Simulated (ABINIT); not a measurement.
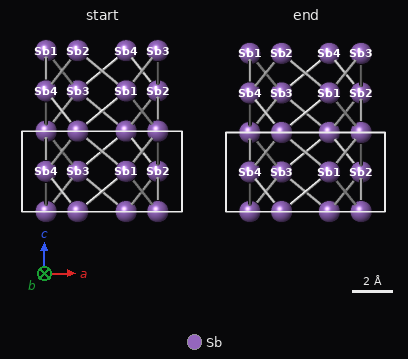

The structure of solid Sb (set up in I4/mcm) before (left) and after (right) a relaxation, at one scale.

A ball-and-stick model of the conventional cell (2 times the calculation's cell), repeated 1 × 1 × 2 with one cell outlined, seen along the b axis. Lengths and directions refer to the drawn axes.

The run lets cell and atoms move.

Level of theory: ABINIT 10.8.3, Kohn-Sham DFT of a periodic cell, LDA, JTH PAW LDA v2.0.

Input file:
```
pp_dirpath "./"
pseudos "Sb.LDA_PW-JTH.xml"

acell 11.4300421639 11.4300421639 11.4300421639
rprim
    -0.6662806915     0.6662806915     0.3348732301
     0.6662806915    -0.6662806915     0.3348732301
     0.6662806915     0.6662806915    -0.3348732301
ntypat 1
znucl 51
natom 4
typat 1 1 1 1
xcart
     1.2191834838     5.2491941281     0.0000000000
     2.8108271605     1.2191834838     0.0000000000
     2.8108271605    -1.2191834838     2.0254867038
     1.2191834838     2.8108271605     2.0254867038 Angstrom
chkprim 0
chksymtnons 0
tolsym 1.0e-6

ecut 435.382180 eV
pawecutdg 32.0

kptopt 1
ngkpt 5 5 5
nshiftk 1
shiftk 0.0 0.0 0.0

ixc 7

nband 36
occopt 3
tsmear 0.05 eV

nstep 100
tolvrs 1.0e-9

iomode 3
prtwf 0
prtden 0
prteig 0
prtebands 0

ionmov 22
ntime 60
tolmxf 0.0001
optcell 2
dilatmx 1.08
ecutsm 0.5
```

Run as
```bash
abinit run.abi > log 2>&1
```

> What changed between the two?

The energy falls by 31.4 meV per cell of the calculation in 5 geometry steps. Largest force component: 0.11 eV/Å at the start, 0.00091 eV/Å at the end. The pressure goes from −1.78 to 0.00 GPa. The largest moves relative to the cell, 0.016 Å, are those of Sb1, Sb2, Sb3 and Sb4. Sb3 goes along [1 1 0]. Cell: a = b 8.060 → 8.009 Å (−0.6 %), c 4.051 → 3.982 Å (−1.7 %). Volume −2.9 %. Near-neighbour distances that change, for instance: Sb1–Sb2 3.170 → 3.119 Å, Sb1–Sb3 3.028 → 3.018 Å. The space group stays I4/mcm (No. 140). The run took 12 min on 1 thread of Arm Neoverse V1, with other jobs on the host, peak memory 0.21 GiB.
